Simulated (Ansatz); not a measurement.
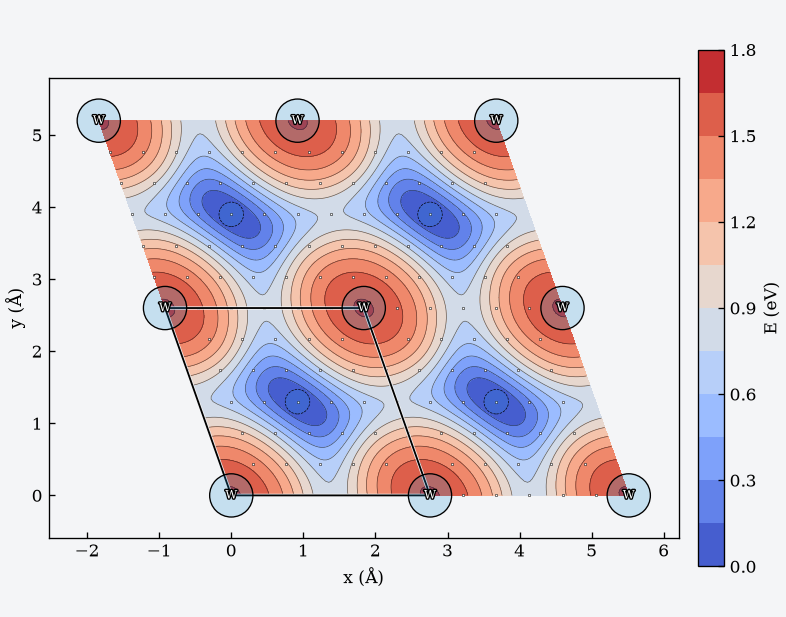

Energy landscape of Si on a W(110) slab cut from the Im-3m phase, its upper half relaxed before the scan (12 atoms of substrate and one adsorbate in a 2 × 2 cell). Si is moved over the surface cell; relaxed at each place: the height of the adsorbate's atoms; substrate rigid; the origin of the map has the adsorbate above W9. Places are given modulo a cell vector. The map is drawn in real space over the plane of the surface. Grid: 6 × 6 points; 13 points were computed and 23 follow by symmetry. Places are given in fractions of the 1 × 1 surface cell. Energies: eV, counted from the lowest grid point. All numbers below come from DFT PBE, scalar-relativistic, plane waves, PAW in Ansatz. Settings: cutoff 420 eV, k-mesh 5×5×1, gaussian smearing 0.1 eV, no spin polarisation.

The picture shows filled contours, dots at the grid points, labelled circles for the atoms of the top layer and small ones for the second layer, the outline of one cell of the 2 × 2 shown. Between grid points the surface is interpolated. 

Summarise what can be read from the map.

The lowest grid point is at a bridge site between two W atoms, over a second-layer W atom, (3/6, 3/6) of the cell vectors. It is the only kind of minimum in the scanned range. The highest grid point, the top site over a surface W atom, (0/6, 0/6) of the cell vectors, lies 1.66 eV above the lowest. On the interpolated surface the easiest way out of the lowest well to its copy in the next cell or period passes a barrier of about 0.77 eV. At the lowest point the adsorbate has 2 W at 2.43 Å as nearest neighbours, at the highest 1 W at 2.35 Å. Its relaxed height above the top atom is 1.84 Å at the lowest and 2.35 Å at the highest point.

The values on the grid:

| second ↓, first → | 0/6 | 1/6 | 2/6 | 3/6 | 4/6 | 5/6 |
| --- | --- | --- | --- | --- | --- | --- |
| 5/6 | 1.54 | 1.38 | 0.92 | 0.66 | 1.07 | 1.44 |
| 4/6 | 1.14 | 0.92 | 0.44 | 0.28 | 0.71 | 1.07 |
| 3/6 | 0.77 | 0.66 | 0.28 | 0.00 | 0.28 | 0.66 |
| 2/6 | 1.14 | 1.07 | 0.71 | 0.28 | 0.44 | 0.92 |
| 1/6 | 1.54 | 1.44 | 1.07 | 0.66 | 0.92 | 1.38 |
| 0/6 | 1.66 | 1.54 | 1.14 | 0.77 | 1.14 | 1.54 |

The whole map (13 points run) took 5.6 min on 4 threads of Intel(R) Xeon(R) 6975P-C (Granite Rapids), on a shared host.

PAW datasets: the set soft_1.
